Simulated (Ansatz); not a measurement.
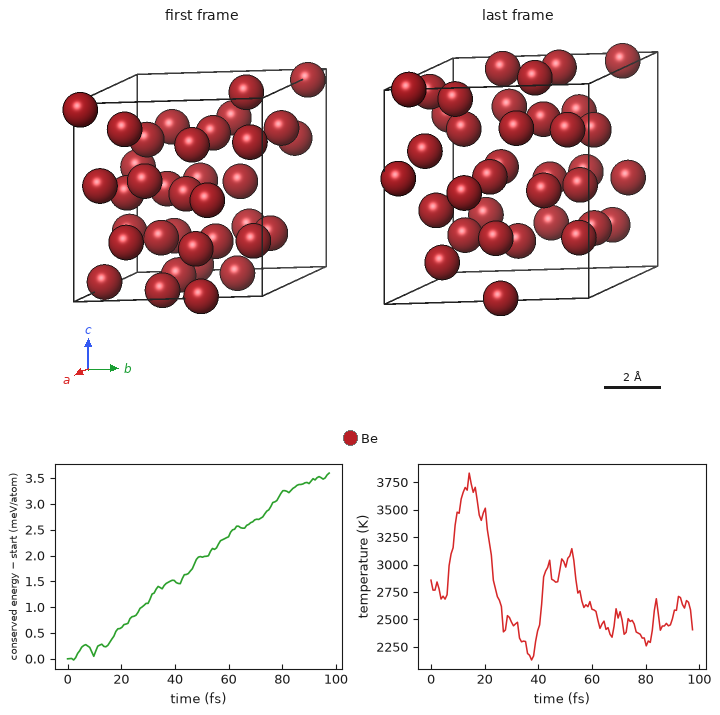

A Born-Oppenheimer molecular dynamics run of a 36-atom cell of Be, 98 fs long. It starts from the last geometry of an earlier run, with fresh velocities. A spheres-only model of the simulation cell, seen slightly off an axis.

Level of theory: DFT PBE, scalar-relativistic, plane waves, PAW (Ansatz 0.2.0). Settings: plane-wave cutoff 420 eV; k-point mesh 2 × 2 × 2; Fermi-Dirac smearing 0.36 eV; low-accuracy preset; Langevin thermostat and barostat (NPT); set temperature 2940 K; time step 0.75 fs; friction 0.02 per fs; target pressure 5 GPa.

### Is this trajectory numerically sound?

The conserved quantity stays between −0.022 and 3.6 meV per atom of its start. A straight-line fit has a slope that amounts to +3.9 meV per atom over 98 fs (1.1 % of the mean kinetic energy), and the ripple about it is 0.2 % of the kinetic energy's fluctuation. With a drift under 2 % and a ripple under 7 %, the integration is accurate. The self-consistency threshold is loose, so the forces are noisy. The mean temperature in the second half is 2569 K (standard deviation 209 K). The pressure hasn't settled at its target of 5.0 GPa. The potential energy in the second half lies on average 73.1 meV per atom below the first frame. The first frame is far from relaxed (forces up to 8.3 eV/Å), so much of the motion is the structure settling. The mean pressure there is 2.7 GPa. The volume ends +26.7 % from the start.

Limits of the set-up: the k-point mesh is coarse for a cell with partly filled bands; the program's low-accuracy preset was used.
